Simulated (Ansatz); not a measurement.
**Sn: single-point calculation**

System: Sn (1 atom in the cell).
Method: DFT r2SCAN, scalar-relativistic, plane waves, PAW, no spin polarisation (Ansatz 0.2.0).

The structure derives from an entry of the Crystallography Open Database. It belongs to a series of runs on one base structure; here: strain +0.050 along x and y, -0.050 along z, atoms carried along. Figures and captions count atoms from 1; the log counts them from 0 in places.

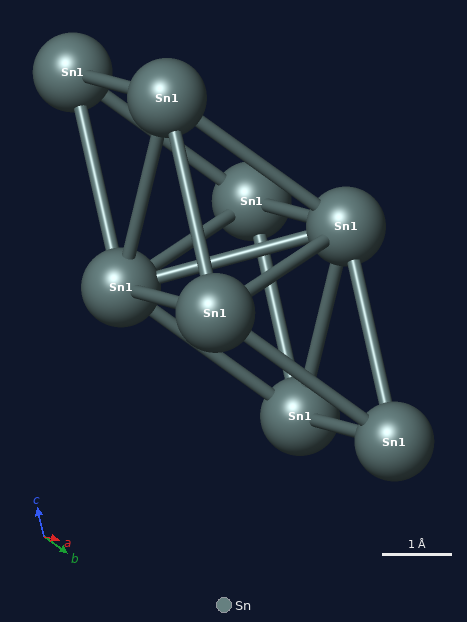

Fig. 1: The structure as given in the input (ball-and-stick view of the cell of the calculation, seen slightly off an axis; atoms are numbered from 1 in the order of the input). An atom can appear more than once, as a periodic image. Near neighbours in the periodic cell (some may lie outside the picture): Sn has 12 Sn at 3.40 to 3.45 Å.

Key numbers:

| quantity | value |
| --- | --- |
| outcome | converged |
| space group (tolerance 0.01 Å) | I4/mmm (139) |
| electrons treated | 14 |
| free energy | −6038.3901 eV |
| Fermi energy | 10.134 eV |
| gap on the k-point mesh | none (metallic) |
| pressure | −2.15 GPa |
| largest force (length of the vector) | under 0.001 eV/Å |
| hardware | 2 threads of Oxide Virtual Turin-like (Zen 5), 32 GiB of memory available, shared host |
| wall time | 25 s (CPU time 48 s) |
| peak memory | 0.88 GiB |

Input file:
```yaml
crystal:
  lattice:
    - [-1.702168535, 1.702168535, 2.4695398692]
    - [1.702168535, -1.702168535, 2.4695398692]
    - [1.702168535, 1.702168535, -2.4695398692]
  atoms:
    - { symbol: Sn, position: [0.0, 0.0, 0.0] }
basis:
  ecutwfc: 500
kpoints:
  mp_grid: { grid: [26, 26, 26] }
hamiltonian:
  xc: r2scan
scf:
  occupations: { method: gaussian, width: 0.15 }
output:
  forces: true
  stress: true
  eigenvalues: true
  write_density: true
  write_potential: true
  elf: true
  volumetric_format: npy
```

Command:
```bash
ansatz run input.yaml --threads 2 --pin off --max-ram 5120MiB --backend cpu --events-out ev --progress --plain --runs-dir out
```

What the program printed:
```
Engine: ansatz 0.2.0, x86_64-unknown-linux-gnu
Pseudopotentials: kind: paw
Pseudopotential: Sn, paw, valence charge 14, recommended cutoff 500 eV (meta_gga), Sn.paw.azcp
Functional definition: r2SCAN
  parameter k0 = 0.174
  parameter k1 = 0.065
  parameter a1 = 4.9479
  exchange = r2scan_x(k0 = k0, k1 = k1, a1 = a1)
  correlation = r2scan_c
Crystal: 1 atoms, lattice volume = 28.621 Å³
Basis set: ecut = 500 eV, 733 PW (Γ), exchange–correlation on 108×108×108 points (64 copies of the dense FFT grid, shifted against one another)
Bands: 11, of which v1, the nominal top of the filled ones, is band 7 counted from 1 (6 counted from 0)
Symmetry: 16 space group operations
Space group: I4/mmm (ITA 139), of the structure as read, at distance tolerance 3.1e-5 Å
k-points: 1330 of 17576
Non-local potential: Sn, projectors of the file, l = 0: 2, l = 1: 2, l = 2: 2, l = 3: 2
PAW form: soft (Blöchl's): semilocal exchange-correlation on the pseudo side does not see the compensation charge
PAW frozen core: Sn, regenerated for the run's functional (the file was generated under x = pbe(κ = 0.804, μ = 0.2195149727645171), c = pbe(β = 0.06672455060314922))
PAW one-centre angular grid: Sn, 590 points (default); XC on 249 of its mesh's 2787 points in the sphere
Initial density: superposition of atomic densities (neutral atoms: chi_scale 0, normalization atom), corrected by the library's trained network
Initial wavefunctions: pseudopotential atomic-orbital guess
Functional: x = r2scan, c = r2scan; τ floored in thin density (d = 2e-4 eV/Å³)
SCF iter   1: F=—  HF=-6038.385087 eV  |F-HF|=—  |Δ(HF+E_count)|=         —  Δρ=4.38e-3  dr2=2.75e-3  dr2_τ=1.14e-4  ethr=1.77e-3  ⟨swp⟩=5.0  Hψ=86269  notcnv=0
preconditioner: auto → none  [metal: Δε(μ)=0.009 eV  Ē_g=23.912 eV  σ=0.150 eV  W_gap=0.04  n_scr=8 (ndim 8)  ℏωp=26.0 eV  f_vac=0.000  D(μ)=0.52/eV (n_scr^D=0)  sad-step TF]
SCF iter   2: F=—  HF=-6038.389393 eV  |F-HF|=—  |Δ(HF+E_count)|=   4.31e-3  Δρ=2.36e-3  dr2=9.75e-4  dr2_τ=2.06e-5  ethr=1.96e-5  ⟨swp⟩=3.0  Hψ=34794  notcnv=0
SCF iter   3: F=—  HF=-6038.390114 eV  |F-HF|=—  |Δ(HF+E_count)|=   7.21e-4  Δρ=3.87e-4  dr2=3.85e-5  dr2_τ=1.25e-6  ethr=6.96e-6  ⟨swp⟩=2.0  Hψ=17038  notcnv=0  defer=1
SCF iter   4: F=—  HF=-6038.390149 eV  |F-HF|=—  |Δ(HF+E_count)|=   3.44e-5  Δρ=8.65e-5  dr2=1.23e-6  dr2_τ=1.70e-8  ethr=2.75e-7  ⟨swp⟩=2.1  Hψ=21707  notcnv=0  defer=2
iter 5 did not close the SCF: its close was put off for the readings that it lacked (scf_convergence_deferred on its scf_iter line)
SCF iter   5: F=-6038.390150 eV  HF=-6038.390150 eV  |F-HF|=9.95e-8  |Δ(HF+E_count)|=   1.04e-6  Δρ=1.51e-5  dr2=8.65e-8  dr2_τ=7.24e-10  ethr=8.81e-9  ⟨swp⟩=2.0  Hψ=23256  notcnv=0  defer=6
SCF iter   6: F=-6038.390150 eV  HF=-6038.390150 eV  |F-HF|=1.74e-9  |Δ(HF+E_count)|=   1.21e-7  Δρ=1.92e-6  dr2=9.02e-10  dr2_τ=1.68e-11  ethr=6.18e-10  ⟨swp⟩=7.2  Hψ=89189  notcnv=0
SCF 1 converged in 6 iterations: F = -6038.390150 eV  dr2 = 9.02e-10
  greatest PAW one-centre occupation: 0.991 electrons in one spin orbital (limit 2), on the Sn atom at site 0 (counted from 0), in its partial waves of l = 2
SCF converged after 6 iterations
Free energy (F): -6038.390150 eV
Harris-Foulkes:  -6038.390150 eV  (|F-HF|=1.74e-9)
Internal energy: -6038.384384 eV  (E = F + TS)
E sigma→0 (E₀):  -6038.387267 eV
Entropy (-TS):   -0.005766 eV (-5.766 meV/atom)
Fermi energy:    10.134263 eV
--- Per-component energies (eV) ---
  E_band       = -99.835443
  E_kinetic    = 184.956935
  E_local      = -859.648532  (includes V_loc(G=0)·N_el)
  E_nonlocal   = -33.269350
  E_hartree    = 533.278348
  E_xc         = -374.767249
  E_vxc        = -104.626738  (∫ρ·V_xc dr)
  E_paw        = -4157.216421  (= ΣΔE_a)
  E_vpaw       = -360.583274  (= ΣTr[D̂ρ^β])
  E_aug_tail   = -0.000000  (compensation charges beyond the density's cutoff)
  E_vtau       = 6.779588  (kinetic-family band-sum trace: ∫τ·v_τ [+ j·A + Jᵃ·Aᵃ] dr)
  E_ewald      = -1332.453435
  E_core_change = 0.735320  (= ΣΔE_core)
  E_smearing   = -0.005766  (= −TS)
  E_closure    = -0.000000  (closes the sum)
  Σ components = -6038.390150   (vs F -6038.390150, Δ=0.00e0)
--- Forces (eV/Å), atoms counted from 1 ---
  atom   1  Sn    -0.00000000     0.00000000     0.00000000
  max |Σ_I F_I| component: 4.93e-32 eV/Å
--- Stress (GPa, compression-positive) ---
       -2.177632       0.000000       0.000000
        0.000000      -2.177632       0.000000
        0.000000       0.000000      -2.107528
  P = ⅓ Tr σ = -2.1543 GPa (-21.543 kbar)
--- Band table (eV; the first three rows and the last of 1330) ---
  k-point 0: bands = ["-12.2159", "-12.2005", "-12.2005", "-12.1462", "-12.1281", "-1.2370", "17.8329", "17.8329", "17.8672", "21.3120", "22.0606"]
  k-point 1: bands = ["-12.2134", "-12.2017", "-12.1984", "-12.1457", "-12.1289", "-1.1950", "17.5923", "17.6409", "17.6643", "20.7814", "22.3618"]
  k-point 2: bands = ["-12.2060", "-12.2053", "-12.1923", "-12.1449", "-12.1303", "-1.0692", "17.0147", "17.0904", "17.2094", "20.0293", "23.1206"]
  k-point 1329: bands = ["-12.2903", "-12.2331", "-12.0703", "-12.0478", "-12.0478", "4.8038", "6.2587", "12.4223", "12.4223", "16.1868", "16.1988"]
```

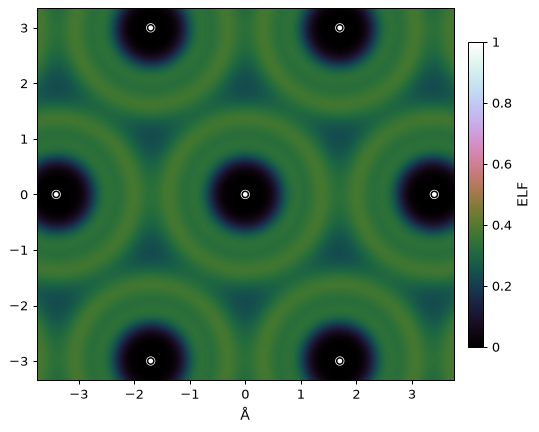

Fig. 2: ELF on the (011̄) plane of the conventional cell. Circles mark the nuclei in the plane (Sn). Sn–Sn (3.45 Å): the ELF is about 0.30 at the midpoint (no localised pair between them). In a PAW calculation such maps are meaningful between the atoms, not at the nuclei.

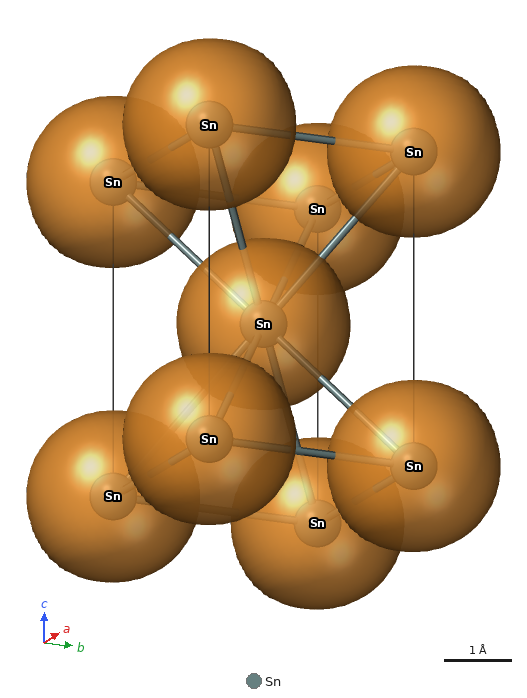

Fig. 3: Isosurface of the valence electron density at 0.2 e/Å³ (orange), seen at an oblique angle. Sticks mark near contacts. The outline is the cell set on symmetry axes. At this value the density breaks into separate islands; it holds about 85 % of the electrons treated as valence (semicore included). It is pinched off along the Sn–Sn (3.40 Å) and Sn–Sn (3.45 Å) contacts. On the grid the lowest density along these lines, outside the cores, is 0.14 e/Å³ (Sn–Sn, 3.40 Å) and 0.13 e/Å³ (Sn–Sn, 3.45 Å).
